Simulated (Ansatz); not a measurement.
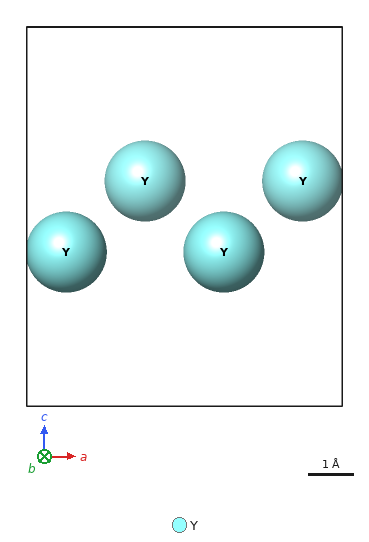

Fig. 1: The starting structure (spheres-only view of the 2 × 1 repeat of the cell, with the vacuum cut short, along the b axis). An atom can appear more than once, as a periodic image.

Geometry relaxation of Y

System: Y (slab, 2 atoms in the cell).
Method: DFT, revPBE, all-electron LAPW, no spin polarisation (Ansatz 0.2.0).

## The input
```yaml
crystal:
  lattice:
    - [3.5795110393, 0.0, 0.0]
    - [0.0, 5.0621930585, 0.0]
    - [0.0, 0.0, 17.7898]
  atoms:
    - { symbol: "Y", position: [0.25, 0.25, 0.4546472079] }
    - { symbol: "Y", position: [0.75, 0.75, 0.5453527921] }
kpoints:
  mp_grid: { grid: [9, 7, 1] }
scf:
  occupations: { method: fermi_dirac, width: 0.05 }
hamiltonian:
  xc: revpbe
  pseudopotentials: { kind: all_electron, lapw: { basis_error: 0.001 } }
output:
  forces: true
  stress: true
  eigenvalues: true
relax:
  f_tol: 0.01
  max_steps: 12
efield:
  axis: 3
  amplitude: 0
  dipole_correction: true
```

Hardware: 1 thread of Arm Neoverse V2, 24 GiB of memory available, shared host.

Command:
```bash
ansatz run input.yaml --threads 1 --pin off --max-ram 3584MiB --backend cpu --events-out ev --progress --plain --runs-dir out
```

## Output
```
The last accepted step is kept in [file] (removed where the run ends without a failure and the disk answers)
LAPW: plane waves up to 5.973 Å⁻¹, error target 1.0e-3 eV per atom; small_component_spin mean_spin; Y in spheres of 1.695 Å, 21 of its electrons in bands, Dirac shells [] (how accurate: hamiltonian.pseudopotentials.lapw.basis_error, Limitations)
Engine: ansatz 0.2.0, aarch64-unknown-linux-gnu
Pseudopotentials: kind: all_electron
Pseudopotential: Y, LAPW, valence charge 21, lapw/all_electron/scalar/gaussian/Y, Koelling and Harmon's equation, gaussian nucleus
Functional definition: revPBE
  parameter kappa = 1.245
  parameter beta = 0.06672455060314922
  exchange = pbe_x(kappa = kappa, mu = beta*pi^2/3)
  correlation = pbe_c(beta = beta)
Crystal: 2 atoms, lattice volume = 322.354 Å³
Basis set: ecut = 135.93199593220933 eV, 1159 PW (Γ), exchange–correlation at level 2
Bands: 26, of which v1, the nominal top of the filled ones, is band 21 counted from 1 (20 counted from 0)
Symmetry: 4 space group operations
k-points: 20 of 63
Non-local potential: Y, projectors of the file, none
Initial density: superposition of atomic densities (neutral atoms: chi_scale 0, normalization atom)
Initial wavefunctions: plane waves of lowest kinetic energy (no species holds an atomic orbital)
Functional: x = revpbe(κ = 1.245, μ = 0.2195149727645171), c = pbe(β = 0.06672455060314922)
iter 1 solved again at ethr=1.03e-2 eV; its pass at ethr=1.00e-1 eV (dr2=4.32e0 eV) is discarded
SCF iter   1: F=—  HF=-184246.990182 eV  |F-HF|=—  |Δ(HF+E_count)|=         —  Δρ=1.43e-2  dr2=4.32e0  ethr=1.03e-2  p=0.000 e·Å  D=5.55e-15 V/Å  ΔV_dip=-0.00 eV  dr2_dipole=2.40e-24  V_vac-E_F(+/−)=5.38/5.38 eV  ⟨swp⟩=2.0  Hψ=3292  notcnv=0
efield: sawtooth ramp at fractional position 0.9500 (placed from the atoms, in the widest stretch of the axis that holds none; the zero of the levels goes with the place), width 0.1000; the density the first Hamiltonian is built on has a dipole p = 0.000 e·Å; the dipole correction subtracts the counter field D = 1.57e-14 V/Å, which shifts the + side's vacuum level by -0.00 eV against the − side's; the planar-averaged density in the ramp window peaks in size at 2.6e-6 e/Å³
preconditioner: auto → LDOS  [metal: Δε(μ)=0.028 eV  Ē_g=2.375 eV  σ=0.050 eV  W_gap=0.14  n_scr=38 (ndim 8)  ℏωp=5.1 eV  f_vac=0.647  D(μ)=5.06/eV (n_scr^D=22)  β→1.0]
SCF iter   2: F=—  HF=-184245.749424 eV  |F-HF|=—  |Δ(HF+E_count)|=    1.24e0  Δρ=8.93e-3  dr2=8.37e-1  ethr=1.03e-2  p=0.000 e·Å  D=6.28e-10 V/Å  ΔV_dip=-0.00 eV  dr2_dipole=1.10e-16  V_vac-E_F(+/−)=2.47/2.47 eV  ⟨swp⟩=3.5  Hψ=1693  notcnv=0
SCF iter   3: F=—  HF=-184245.897826 eV  |F-HF|=—  |Δ(HF+E_count)|=   1.48e-1  Δρ=2.78e-3  dr2=1.84e-1  ethr=1.99e-3  p=-0.000 e·Å  D=-6.25e-8 V/Å  ΔV_dip=0.00 eV  dr2_dipole=2.62e-12  V_vac-E_F(+/−)=3.35/3.35 eV  ⟨swp⟩=3.1  Hψ=1858  notcnv=0
iter 4 solved again at ethr=2.07e-5 eV; its pass at ethr=4.38e-4 eV (dr2=8.69e-3 eV) is discarded
SCF iter   4: F=—  HF=-184245.867843 eV  |F-HF|=—  |Δ(HF+E_count)|=         —  Δρ=8.56e-4  dr2=8.62e-3  ethr=2.07e-5  p=0.000 e·Å  D=9.82e-8 V/Å  ΔV_dip=-0.00 eV  dr2_dipole=5.43e-13  V_vac-E_F(+/−)=2.99/2.99 eV  ⟨swp⟩=2.2  Hψ=2844  notcnv=0
the basis was enlarged: its passes take 440.4 KiB over the memory plan, 1 of 1 planned eigensolver slots
SCF iter   5: F=—  HF=-184245.869063 eV  |F-HF|=—  |Δ(HF+E_count)|=   1.22e-3  Δρ=2.16e-4  dr2=3.29e-4  ethr=2.05e-5  p=-0.000 e·Å  D=-4.86e-8 V/Å  ΔV_dip=0.00 eV  dr2_dipole=8.97e-13  V_vac-E_F(+/−)=2.83/2.83 eV  ⟨swp⟩=3.0  Hψ=1803  notcnv=0
SCF iter   6: F=—  HF=-184245.869326 eV  |F-HF|=—  |Δ(HF+E_count)|=   2.63e-4  Δρ=6.23e-5  dr2=2.94e-5  ethr=7.85e-7  p=-0.000 e·Å  D=-2.75e-8 V/Å  ΔV_dip=0.00 eV  dr2_dipole=1.39e-12  V_vac-E_F(+/−)=2.84/2.84 eV  ⟨swp⟩=3.1  Hψ=1735  notcnv=0
SCF iter   7: F=—  HF=-184245.869357 eV  |F-HF|=—  |Δ(HF+E_count)|=   3.08e-5  Δρ=2.78e-5  dr2=1.98e-5  ethr=6.99e-8  p=-0.000 e·Å  D=-7.29e-8 V/Å  ΔV_dip=0.00 eV  dr2_dipole=7.48e-13  V_vac-E_F(+/−)=2.84/2.84 eV  ⟨swp⟩=3.2  Hψ=1736  notcnv=0
SCF iter   8: F=-184245.869360 eV  HF=-184245.869359 eV  |F-HF|=9.39e-7  |Δ(HF+E_count)|=   2.54e-6  Δρ=1.06e-5  dr2=1.31e-6  ethr=4.71e-8  p=0.000 e·Å  D=8.97e-9 V/Å  ΔV_dip=-0.00 eV  dr2_dipole=3.57e-13  V_vac-E_F(+/−)=2.83/2.83 eV  ⟨swp⟩=3.0  Hψ=1733  notcnv=0
SCF 1 converged in 8 iterations: F = -184245.869360 eV  dr2 = 1.31e-6
relax step   1: F+E_penalty+E_count = -184245.86936003 eV  Δ(F+E_penalty+E_count) = +0.000e0 eV  max|allowed force component| = 7.957e-2 eV/Å  Δτ_max = 0.0000 Å  (8 SCF iters, dr2 threshold 2.50e-6 eV, accepted)
Initial density: handed on by an earlier stage of this run
Initial wavefunctions: those handed on with the density
iter 1 solved again at ethr=2.15e-6 eV; its pass at ethr=1.00e-1 eV (dr2=9.03e-4 eV) is discarded
SCF iter   1: F=—  HF=-184245.871548 eV  |F-HF|=—  |Δ(HF+E_count)|=         —  Δρ=3.71e-4  dr2=1.17e-3  ethr=2.15e-6  p=0.000 e·Å  D=9.58e-9 V/Å  ΔV_dip=-0.00 eV  dr2_dipole=3.45e-13  V_vac-E_F(+/−)=2.81/2.81 eV  ⟨swp⟩=4.2  Hψ=2846  notcnv=0
efield: sawtooth ramp at fractional position 0.9500 (handed on by an earlier solve), width 0.1000; the density the first Hamiltonian is built on has a dipole p = 0.000 e·Å; the dipole correction subtracts the counter field D = 9.56e-9 V/Å, which shifts the + side's vacuum level by -0.00 eV against the − side's; the planar-averaged density in the ramp window peaks in size at 1.8e-6 e/Å³
preconditioner: auto → LDOS  [metal: Δε(μ)=0.033 eV  Ē_g=1.991 eV  σ=0.050 eV  W_gap=0.16  n_scr=38 (ndim 8)  ℏωp=5.1 eV  f_vac=0.666  D(μ)=5.04/eV (n_scr^D=22)  β→1.0]
SCF iter   2: F=—  HF=-184245.871552 eV  |F-HF|=—  |Δ(HF+E_count)|=   3.03e-6  Δρ=1.32e-4  dr2=1.80e-4  ethr=2.15e-6  p=-0.000 e·Å  D=-2.62e-8 V/Å  ΔV_dip=0.00 eV  dr2_dipole=3.93e-13  V_vac-E_F(+/−)=2.82/2.82 eV  ⟨swp⟩=3.0  Hψ=1734  notcnv=0
SCF iter   3: F=—  HF=-184245.871602 eV  |F-HF|=—  |Δ(HF+E_count)|=   5.04e-5  Δρ=6.12e-5  dr2=3.41e-5  ethr=4.28e-7  p=0.000 e·Å  D=5.68e-9 V/Å  ΔV_dip=-0.00 eV  dr2_dipole=1.17e-13  V_vac-E_F(+/−)=2.81/2.81 eV  ⟨swp⟩=3.0  Hψ=1734  notcnv=0
iter 4 solved again at ethr=7.46e-9 eV; its pass at ethr=8.12e-8 eV (dr2=3.13e-6 eV) is discarded
SCF iter   4: F=—  HF=-184245.871606 eV  |F-HF|=—  |Δ(HF+E_count)|=   3.65e-6  Δρ=2.24e-5  dr2=3.13e-6  ethr=7.46e-9  p=-0.000 e·Å  D=-2.49e-9 V/Å  ΔV_dip=0.00 eV  dr2_dipole=8.44e-16  V_vac-E_F(+/−)=2.81/2.81 eV  ⟨swp⟩=2.0  Hψ=2819  notcnv=0
SCF iter   5: F=-184245.871609 eV  HF=-184245.871608 eV  |F-HF|=4.25e-7  |Δ(HF+E_count)|=   2.58e-6  Δρ=7.31e-6  dr2=3.28e-7  ethr=7.45e-9  p=0.000 e·Å  D=7.84e-10 V/Å  ΔV_dip=-0.00 eV  dr2_dipole=7.61e-16  V_vac-E_F(+/−)=2.81/2.81 eV  ⟨swp⟩=3.0  Hψ=1734  notcnv=0
SCF 2 converged in 5 iterations: F = -184245.871609 eV  dr2 = 3.28e-7
relax step   2: F+E_penalty+E_count = -184245.87160860 eV  Δ(F+E_penalty+E_count) = -2.249e-3 eV  max|allowed force component| = 6.171e-3 eV/Å  Δτ_max = 0.0262 Å  (5 SCF iters, dr2 threshold 3.96e-7 eV, accepted)
iter 1 solved again at ethr=7.82e-10 eV; its pass at ethr=1.00e-1 eV (dr2=3.28e-7 eV) is discarded
SCF iter   1: F=—  HF=-184245.871608 eV  |F-HF|=—  |Δ(HF+E_count)|=         —  Δρ=7.27e-6  dr2=3.28e-7  ethr=7.82e-10  p=0.000 e·Å  D=7.84e-10 V/Å  ΔV_dip=-0.00 eV  dr2_dipole=8.22e-16  V_vac-E_F(+/−)=2.81/2.81 eV  ⟨swp⟩=2.0  Hψ=2287  notcnv=0
efield: sawtooth ramp at fractional position 0.9500 (handed on by an earlier solve), width 0.1000; the density the first Hamiltonian is built on has a dipole p = 0.000 e·Å; the dipole correction subtracts the counter field D = 7.84e-10 V/Å, which shifts the + side's vacuum level by -0.00 eV against the − side's; the planar-averaged density in the ramp window peaks in size at 1.8e-6 e/Å³
preconditioner: auto → LDOS  [metal: Δε(μ)=0.031 eV  Ē_g=1.993 eV  σ=0.050 eV  W_gap=0.15  n_scr=38 (ndim 8)  ℏωp=5.1 eV  f_vac=0.667  D(μ)=5.10/eV (n_scr^D=22)  β→1.0]
SCF iter   2: F=-184245.871609 eV  HF=-184245.871609 eV  |F-HF|=5.78e-8  |Δ(HF+E_count)|=   4.68e-7  Δρ=3.36e-6  dr2=9.99e-8  ethr=7.81e-10  p=-0.000 e·Å  D=-9.59e-10 V/Å  ΔV_dip=0.00 eV  dr2_dipole=5.81e-16  V_vac-E_F(+/−)=2.81/2.81 eV  ⟨swp⟩=3.1  Hψ=1737  notcnv=0
SCF 3 converged in 2 iterations: F = -184245.871609 eV  dr2 = 9.99e-8
relax step   3: F+E_penalty+E_count = -184245.87160870 eV  Δ(F+E_penalty+E_count) = -1.020e-7 eV  max|allowed force component| = 6.110e-3 eV/Å  Δτ_max = 0.0000 Å  (2 SCF iters, accepted)
```

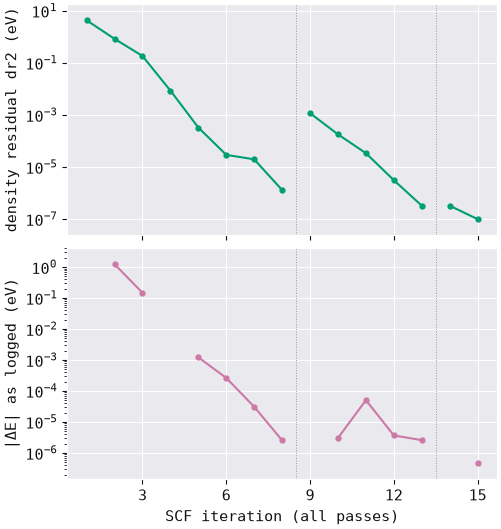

Fig. 2: Convergence of the self-consistent field: density residual dr2 and size of the energy change against the SCF iteration. The dotted lines part the SCF passes of the relaxation: geometry steps, rejected trials and re-solves on a re-selected basis. The passes take 8, 5 and 2 iterations.

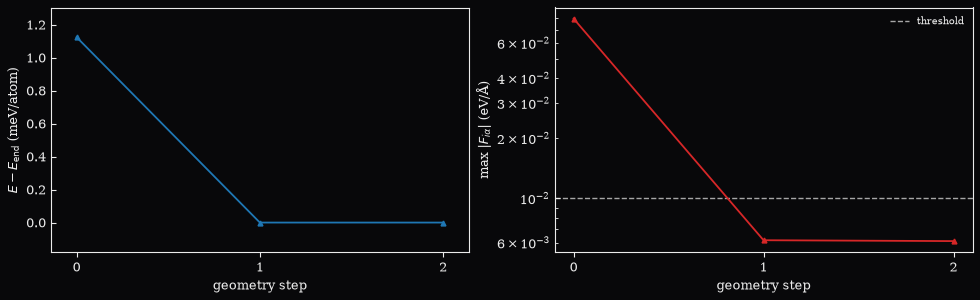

Fig. 3: Progress of the relaxation, step by step (the first geometry is step 0 here and step 1 in the log).

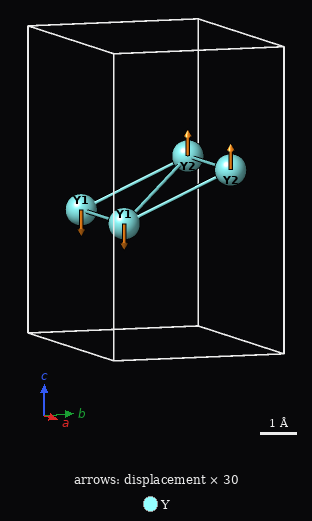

Fig. 4: The starting structure with the displacements as orange arrows, magnified 30 times (ball-and-stick view of the 2 × 1 repeat of the cell, with the vacuum cut short, seen slightly off an axis). The largest moves, 0.026 Å, are those of Y1 and Y2. The lattice vectors keep their values. Among the contacts that change: Y1–Y2 3.495 → 3.519 Å. After 2 geometry steps the energy has fallen by 1.1 meV per atom. Largest force component: 0.08 eV/Å at the start, 0.0061 eV/Å at the end. (Atoms are counted from 1 in the order of the input.)

```
SCF converged after 2 iterations
Free energy (F): -184245.871609 eV
Harris-Foulkes:  -184245.871609 eV  (|F-HF|=5.78e-8)
Internal energy: -184245.829042 eV  (E = F + TS)
E sigma→0 (E₀):  -184245.850325 eV
Entropy (-TS):   -0.042567 eV (-21.284 meV/atom)
Fermi energy:    0.100303 eV
Dipole field:    D = -0.000000 V/Å  (p = -0.000000 e·Å, saw-weighted, corrected)
Work function:   Φ+ = 2.8073 eV   Φ− = 2.8073 eV
Levels:          The Fermi level and band energies are counted from a zero that moves with the ramp; work functions are not
--- Per-component energies (eV) ---
  E_band       = -3387.457886
  E_kinetic    = 190004.617878
  E_xc         = -5975.887797
  E_efield     = 0.000000  (sawtooth field / dipole correction)
  E_electrostatic = -368274.559123  (all electrons and nuclei)
  E_smearing   = -0.042567  (= −TS)
  E_closure    = 0.000000  (closes the sum)
  E_atoms      = -184239.647278  (free atoms, spherical and without spin; not in F)
  Σ components = -184245.871609   (vs F -184245.871609, Δ=0.00e0)
  Basis errors (estimates in eV, not in F): energy 4.1e-4 per atom: plane waves 3.8e-4 (2.3e-4 summed), levels above the bands 2.1e-18, relativity 3.7e-8, radial functions 3.1e-5, core shells 3.2e-7; eigenvalues (radial functions only) 2.4e-7; not estimated: angular momenta, meshes, grids; target (lapw.basis_error) 1.0e-3; muffin-tin radii Y 1.695 Å
--- Forces (eV/Å), atoms counted from 1 ---
  atom   1  Y      0.00000000     0.00000000    -0.00610987
  atom   2  Y      0.00000000     0.00000000     0.00610989
  max |Σ_I F_I| component: 1.95e-8 eV/Å
--- Stress (GPa, compression-positive) ---
       -0.466336       0.000000       0.000000
        0.000000      -1.461801       0.000000
        0.000000       0.000000       0.005543
  P = ⅓ Tr σ = -0.6409 GPa (-6.409 kbar)
--- Band table (eV; the first three rows and the last of 20) ---
  k-point 0: bands = ["-146.4651", "-146.4651", "-146.4594", "-146.4594", "-146.4526", "-146.4526", "-146.4344", "-146.4344", "-146.4340", "-146.4340", "-43.3785", "-43.3279", "-23.5046", "-23.4111", "-23.4110", "-23.1570", "-23.1074", "-23.0403", "-3.3145", "-1.1881", "-0.5221", "0.7194", "0.8202", "0.9351", "1.5315", "1.8121"]
  k-point 1: bands = ["-146.4651", "-146.4651", "-146.4594", "-146.4594", "-146.4526", "-146.4526", "-146.4344", "-146.4344", "-146.4340", "-146.4340", "-43.3760", "-43.3304", "-23.5071", "-23.4598", "-23.3528", "-23.1512", "-23.1163", "-23.0461", "-3.1766", "-1.2308", "-0.4321", "0.6927", "0.7733", "1.0187", "1.4333", "1.9182"]
  k-point 2: bands = ["-146.4651", "-146.4651", "-146.4594", "-146.4594", "-146.4526", "-146.4526", "-146.4344", "-146.4344", "-146.4340", "-146.4340", "-43.3690", "-43.3374", "-23.5128", "-23.4941", "-23.2913", "-23.1418", "-23.1351", "-23.0623", "-2.7876", "-1.3739", "-0.2284", "0.3689", "0.9088", "1.1858", "1.4512", "1.8583"]
  k-point 19: bands = ["-146.4651", "-146.4651", "-146.4594", "-146.4594", "-146.4526", "-146.4526", "-146.4344", "-146.4344", "-146.4340", "-146.4340", "-43.3337", "-43.3317", "-23.4677", "-23.4557", "-23.4284", "-23.4113", "-23.1627", "-23.1554", "-0.6701", "-0.5518", "0.1843", "0.1881", "1.0125", "1.0220", "1.9806", "2.1884"]
--- Relaxed structure (3 steps of the walk, 3 accepted, 0 SCFs on fresh bases) ---
  F+E_penalty+E_count = -184245.87160870 eV   max|allowed force component| = 6.110e-3 eV/Å
  atoms:
    - { symbol: Y, position: [0.25, 0.25, 0.4531772212581918] }
    - { symbol: Y, position: [0.75, 0.75, 0.5468227787418082] }
```

## Trajectory as extended XYZ (Å, eV, eV/Å), 3 frames, from step=1 to step=3
```
2
Lattice="3.5795 0.0000 0.0000 0.0000 5.0622 0.0000 0.0000 0.0000 17.7898" Properties=species:S:1:pos:R:3:forces:R:3 step=1 energy=-184245.86936
Y     0.8949    1.2655    8.0881    0.0000   0.0000  -0.0796
Y     2.6846    3.7966    9.7017    0.0000   0.0000   0.0796
2
Lattice="3.5795 0.0000 0.0000 0.0000 5.0622 0.0000 0.0000 0.0000 17.7898" Properties=species:S:1:pos:R:3:forces:R:3 step=2 energy=-184245.87161
Y     0.8949    1.2655    8.0619    0.0000   0.0000  -0.0062
Y     2.6846    3.7966    9.7279    0.0000   0.0000   0.0062
2
Lattice="3.5795 0.0000 0.0000 0.0000 5.0622 0.0000 0.0000 0.0000 17.7898" Properties=species:S:1:pos:R:3:forces:R:3 step=3 energy=-184245.87161
Y     0.8949    1.2655    8.0619    0.0000   0.0000  -0.0061
Y     2.6846    3.7966    9.7279    0.0000   0.0000   0.0061
```

## Key numbers

| quantity | value |
| --- | --- |
| outcome | converged |
| electrons in bands (core shells apart) | 42 |
| free energy | −184245.8716 eV |
| Fermi energy | 0.100 eV |
| final volume | 322.35 Å³ |
| largest force (length of the vector) at the end | 0.006 eV/Å |
| wall time | 44 s |
| peak memory | 0.33 GiB |

## Remarks

Settings chosen away from the usual ones: hamiltonian.xc = "revpbe".
